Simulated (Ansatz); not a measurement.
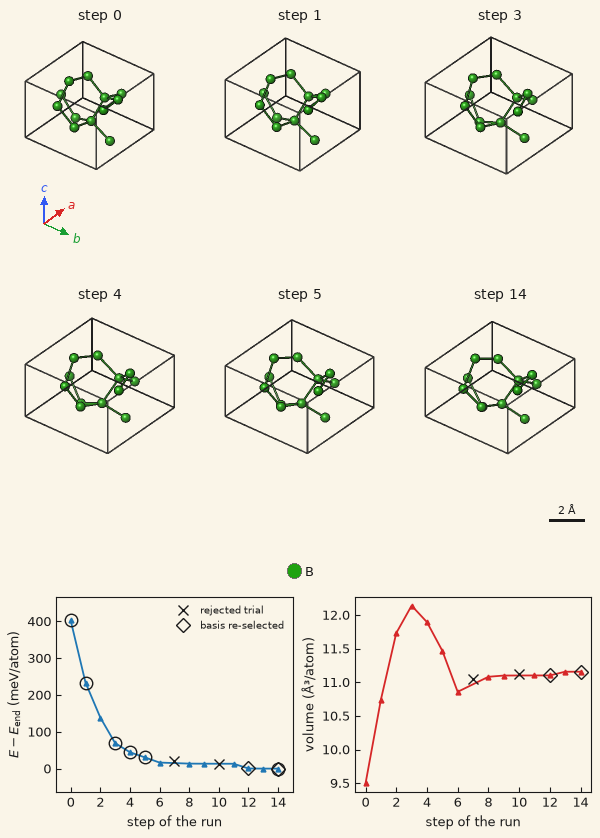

Frames of a relaxation of solid B (a generated structure, set up in P4_322) (coarse preliminary run), marked on the history of the run. A ball-and-stick model of the cell of the calculation, seen from a free direction.

These are results of DFT PBE, scalar-relativistic, plane waves, PAW (Ansatz 0.2.0), not measurements.

The input:
```yaml
crystal:
  lattice:
    - [5.35645144, 0.0, 0.0]
    - [0.0, 5.35645144, 0.0]
    - [0.0, 0.0, 3.9713836]
  atoms:
    - { symbol: B, position: [0.13085026, 0.39858158, 0.90078482] }
    - { symbol: B, position: [0.86914974, 0.60141842, 0.40078482] }
    - { symbol: B, position: [0.60141842, 0.13085026, 0.65078482] }
    - { symbol: B, position: [0.39858158, 0.86914974, 0.15078482] }
    - { symbol: B, position: [0.86914974, 0.39858158, 0.09921518] }
    - { symbol: B, position: [0.13085026, 0.60141842, 0.59921518] }
    - { symbol: B, position: [0.39858158, 0.13085026, 0.34921518] }
    - { symbol: B, position: [0.60141842, 0.86914974, 0.84921518] }
    - { symbol: B, position: [0.61817291, 0.61817291, 0.625] }
    - { symbol: B, position: [0.38182709, 0.38182709, 0.125] }
    - { symbol: B, position: [0.38182709, 0.61817291, 0.375] }
    - { symbol: B, position: [0.61817291, 0.38182709, 0.875] }
basis:
  ecutwfc: 420
kpoints:
  mp_grid: { grid: [4, 4, 4] }
hamiltonian:
  xc: pbe
scf:
  occupations: { method: gaussian, width: 0.1 }
  lower_state_search: "off"
output:
  forces: true
  stress: true
  eigenvalues: true
relax:
  adjacent_minimum: "off"
  f_tol: 0.04
  max_steps: 70
  cell: { stress_tol: 0.4 }
```

Command:
```bash
ansatz run input.yaml --threads 1 --pin off --max-ram 2560MiB --backend cpu --events-out ev --progress --plain --runs-dir out
```

Q: Describe the path.

A: The largest moves relative to the cell, 0.27 Å, are those of 8 atoms (B1, B2, B3, B4 and others). B5 goes roughly along [0 1 −3]. The drawn cell changes as follows: a = b 5.356 → 6.228 Å (+16.3 %), c 3.971 → 3.451 Å (−13.1 %); the volume changes by +17.5 %. Near-neighbour distances that change, for instance: B1–B6 2.979 → 2.192 Å, B1–B6 (another image) 1.617 → 1.915 Å, B10–B11 1.609 → 1.767 Å, B1–B10 1.615 → 1.644 Å. Bond angles that change, for instance: B8–B3–B12 117.1° → 154.6°, B2–B9–B11 108.3° → 131.9°, B7–B3–B8 111.3° → 94.8°. The space group stays P4_322 (No. 95). The energy falls by 402 meV per atom in 10 accepted moves (14 points after the start). The largest force component goes from 0.97 to 0.019 eV/Å. Pressure: 28.73 GPa at the start and 0.11 GPa at the end. The line search rejected the trial steps at points 7, 10 of the run. The SCF was repeated twice at an unchanged geometry on a basis and grid sized afresh for the cell, which shifted the energy by 12.8 meV per atom at most. Cost: 2.8 min on 1 thread of Intel(R) Xeon(R) Processor @ 2.50GHz (Skylake/Cascade Lake) (shared host), peak memory 0.37 GiB. From step 0 to 1: B atoms move most (0.08 Å), volume +13.1 %, energy −169 meV per atom. From step 1 to 3: B atoms move most (0.24 Å), volume +13.0 %, energy −164 meV per atom. From step 3 to 4: B atoms move most (0.06 Å), volume −2.0 %, energy −24.7 meV per atom. From step 4 to 5: B atoms move most (0.05 Å), volume −3.6 %, energy −13.9 meV per atom. From step 5 to 14: B atoms move most (0.11 Å), volume −2.7 %, energy −30.6 meV per atom.

```json
{"step": "0", "E − E(0), meV/atom": "0.00", "largest force component, eV/Å": "0.9746", "pressure, GPa": "28.73", "volume, Å³/atom": "9.495", "note": ""}
{"step": "1", "E − E(0), meV/atom": "-168.73", "largest force component, eV/Å": "0.9457", "pressure, GPa": "11.21", "volume, Å³/atom": "10.741", "note": ""}
{"step": "2", "E − E(0), meV/atom": "-263.68", "largest force component, eV/Å": "0.8855", "pressure, GPa": "1.66", "volume, Å³/atom": "11.731", "note": ""}
{"step": "3", "E − E(0), meV/atom": "-333.19", "largest force component, eV/Å": "0.6875", "pressure, GPa": "-2.98", "volume, Å³/atom": "12.139", "note": ""}
{"step": "4", "E − E(0), meV/atom": "-357.86", "largest force component, eV/Å": "0.3010", "pressure, GPa": "-2.86", "volume, Å³/atom": "11.894", "note": ""}
{"step": "5", "E − E(0), meV/atom": "-371.73", "largest force component, eV/Å": "0.2581", "pressure, GPa": "-0.62", "volume, Å³/atom": "11.469", "note": ""}
{"step": "6", "E − E(0), meV/atom": "-385.90", "largest force component, eV/Å": "0.1882", "pressure, GPa": "2.19", "volume, Å³/atom": "10.858", "note": ""}
{"step": "7", "E − E(0), meV/atom": "-380.41", "largest force component, eV/Å": "0.4228", "pressure, GPa": "1.44", "volume, Å³/atom": "11.047", "note": "rejected"}
{"step": "8", "E − E(0), meV/atom": "-388.76", "largest force component, eV/Å": "0.1981", "pressure, GPa": "-0.18", "volume, Å³/atom": "11.081", "note": ""}
{"step": "9", "E − E(0), meV/atom": "-389.00", "largest force component, eV/Å": "0.0149", "pressure, GPa": "0.31", "volume, Å³/atom": "11.100", "note": ""}
{"step": "10", "E − E(0), meV/atom": "-388.93", "largest force component, eV/Å": "0.0861", "pressure, GPa": "-0.21", "volume, Å³/atom": "11.117", "note": "rejected"}
{"step": "11", "E − E(0), meV/atom": "-389.14", "largest force component, eV/Å": "0.0010", "pressure, GPa": "0.05", "volume, Å³/atom": "11.101", "note": ""}
{"step": "12", "E − E(0), meV/atom": "-401.96", "largest force component, eV/Å": "0.0087", "pressure, GPa": "1.01", "volume, Å³/atom": "11.101", "note": "same geometry, new basis"}
{"step": "13", "E − E(0), meV/atom": "-402.30", "largest force component, eV/Å": "0.0185", "pressure, GPa": "0.11", "volume, Å³/atom": "11.157", "note": ""}
{"step": "14", "E − E(0), meV/atom": "-402.36", "largest force component, eV/Å": "0.0185", "pressure, GPa": "0.11", "volume, Å³/atom": "11.157", "note": "same geometry, new basis"}
```

Limits of the set-up: the k-point mesh is coarse for a cell with partly filled bands.
